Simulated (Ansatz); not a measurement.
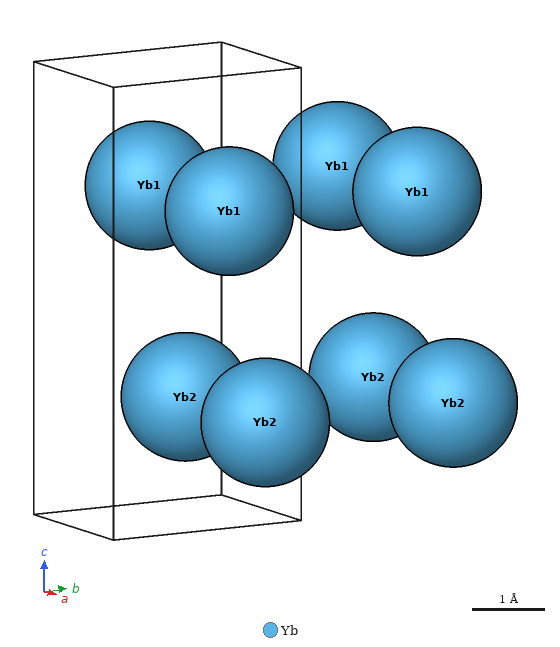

This is crystalline Yb (set up in P6_3/mmc). The picture is a spheres-only view of the cell of the calculation, repeated 2 × 2 × 1 with one cell outlined, seen from a free direction.

All numbers below come from Ansatz 0.2.0, DFT, r2SCAN, PAW with Ansatz's default frozen-core files, scalar-relativistic. (plane-wave cutoff 500 eV; k-point mesh 12 × 12 × 7; occupations fermi dirac; smearing width 0.03 eV; no spin polarisation)

Now this is done to it. All lengths are scaled by +2.0 % (volume +6.0 %), the atoms keeping their fractional coordinates. No relaxation follows.

What does the calculation give for the changed structure?

Answer. It costs 39.4 meV per atom. The pressure goes from −2.3 to −2.9 GPa. All forces vanish by symmetry. Near-neighbour distances before and after: Yb–Yb 3.888 → 3.964 Å, Yb–Yb 3.853 → 3.928 Å. The space group stays P6_3/mmc (No. 194).

Drawn alike, the variant:

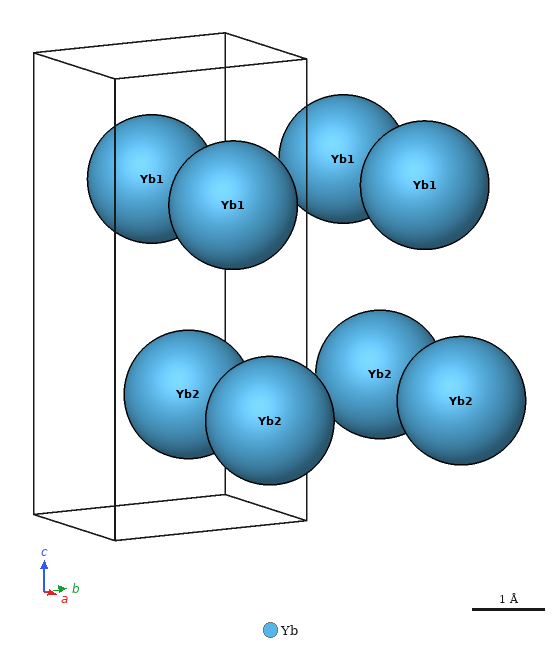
